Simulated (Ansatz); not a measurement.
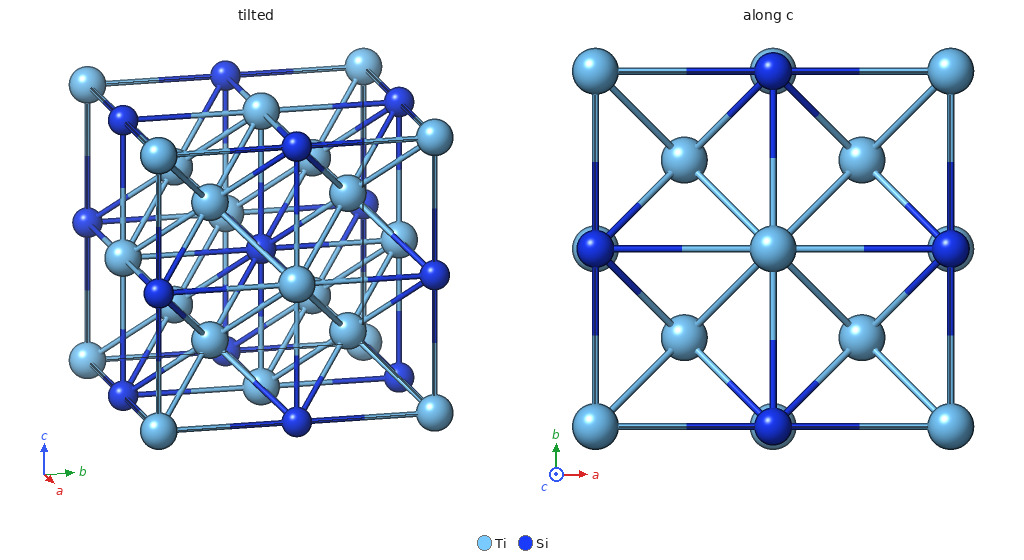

Crystal structure, ball-and-stick style, seen slightly off an axis and along the c axis. The frame is the conventional unit cell; atoms at its boundary are shown with their periodic copies. Cell: a = 6.289 Å, b = 6.289 Å, c = 6.289 Å, α = 90.00°, β = 90.00°, γ = 90.00°.

Summary of the structure:

- The structure is one of Ti3Si.
- It is face-centred cubic, space group Fm-3m (No. 225).
- In terms of structure types, this is D0₃ (BiF₃ or Fe₃Al type).
- Cell content 12 Ti, 4 Si; Z = 4.
- Each Si is bonded to 14 Ti at about 2.7 to 3.1 Å. Ti takes two kinds of site: 8c with four Ti and four Si in a cubic arrangement (about 2.7 Å to Ti, 2.7 Å to Si); 4a with eight Ti and six Si (about 2.7 Å to Ti, 3.1 Å to Si). Not all metal-metal contacts are counted.
- The bonds build a three-dimensional framework.

The initial geometry was a structure listed in the Materials Project. Earlier steps of the study may have refined or changed the cell and positions. It went into a calculation with Ansatz.

At this level of theory the cell isn't at rest (stretched, at -5 GPa), so its distances can differ from those at equilibrium, the more so the softer the solid.
